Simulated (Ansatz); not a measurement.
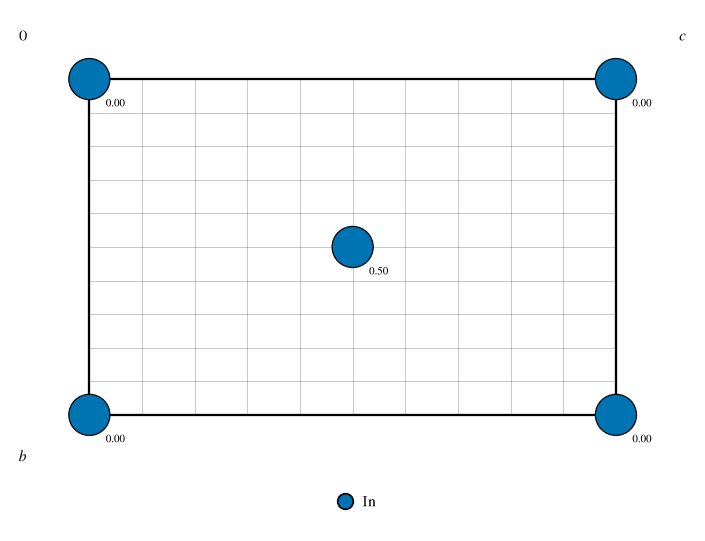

Plan of a unit cell projected along a (b down the page, c across); the numbers are heights as fractions of a, and atoms on the cell's edges are repeated. The grid marks tenths of b and c. Source: coordinates from a relaxation at fixed volume with DFT r2SCAN, scalar-relativistic, plane waves, PAW in Ansatz 0.2.0. Symmetry computed with spglib at a tolerance of 0.002 Å; standard conventional cell.

a = 3.268 Å, b = 3.268 Å, c = 5.124 Å, α = 90.00°, β = 90.00°, γ = 90.00°.

> What does the cell contain?

2 In: In, Z = 2.

> Give the fractional coordinates of all atoms, to two places.

```
atom     x     y     z
  In  0.00  0.00  0.00
  In  0.50  0.50  0.50
```
